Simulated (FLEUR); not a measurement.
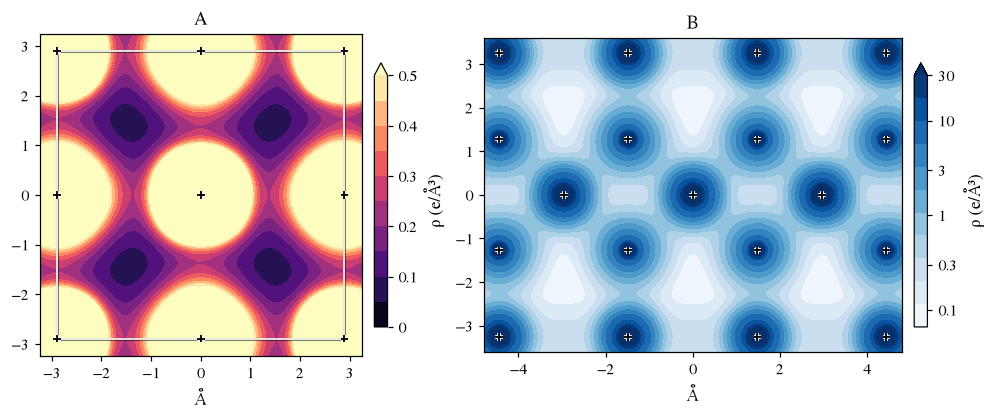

The electron density of 2 systems, each on a plane through atoms (crosses mark nuclei in the plane).

Level of theory: Kohn-Sham DFT of a periodic cell, PBE, all-electron (FLEUR MaX-R8.1 (later development tree)).

System 1: MoSe, the (010) plane of the conventional cell. Space group Fm-3m; a structure from a database of computed crystals, not necessarily the ambient phase; a generated structure, not necessarily the stable one.

```yaml
crystal:
  lattice:
    - [5.78576, 0.00000, 0.00000]
    - [0.00000, 5.78576, 0.00000]
    - [0.00000, 0.00000, 5.78576]
  atoms:
    - { symbol: Mo, position: [0.00000, 0.00000, 0.00000] }
    - { symbol: Mo, position: [0.50000, 0.50000, 0.00000] }
    - { symbol: Mo, position: [0.50000, 0.00000, 0.50000] }
    - { symbol: Mo, position: [0.00000, 0.50000, 0.50000] }
    - { symbol: Se, position: [0.50000, 0.00000, 0.00000] }
    - { symbol: Se, position: [0.00000, 0.50000, 0.00000] }
    - { symbol: Se, position: [0.00000, 0.00000, 0.50000] }
    - { symbol: Se, position: [0.50000, 0.50000, 0.50000] }
```

System 2: TiO$_{2}$, the (110) plane of the conventional cell. Space group P4₂/mnm; a structure from a database of computed crystals, not necessarily the ambient phase.

Which map belongs to which system?

Answer. Panel A is system 1, MoSe: the plane holds Mo and Se. Mo–Se (2.89 Å): ρ at the midpoint is about 0.26 e/Å³. Panel B is system 2, TiO$_{2}$: the plane holds Ti and O. Ti–O (1.95 Å): ρ at the midpoint is about 0.72 e/Å³.
